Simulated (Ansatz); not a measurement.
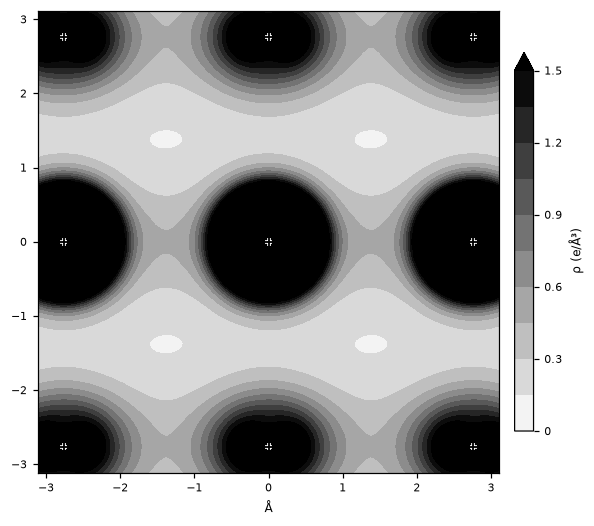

The valence charge density (pseudo) on a plane through atoms (crosses mark nuclei in the plane).

Computed with DFT PBEsol, scalar-relativistic, plane waves, PAW (Ansatz).

Candidates:
A. ZnAu, a = 2.91 Å, b = 2.91 Å, c = 3.15 Å, α = 90.00°, β = 90.00°, γ = 90.00°. Space group P4/mmm; changed on purpose from its base cell (strain -0.0750 x Voigt [1, 1, 0, 0, 0, 0], atoms carried along); computed pressure about 29 GPa in this cell; computed without spin polarisation.
B. WC, a = 2.76 Å, b = 2.76 Å, c = 5.52 Å, α = 90.00°, β = 90.00°, γ = 90.00°. Space group I4/mmm; a structure from a database of computed crystals, not necessarily the ambient phase; computed pressure about 67 GPa in this cell.

Q: Which candidate gave the map?

A: Candidate B: WC on the (100) plane of the conventional cell, which holds W and C. W–W (2.76 Å): the density is about 0.46 e/Å³ at the midpoint.
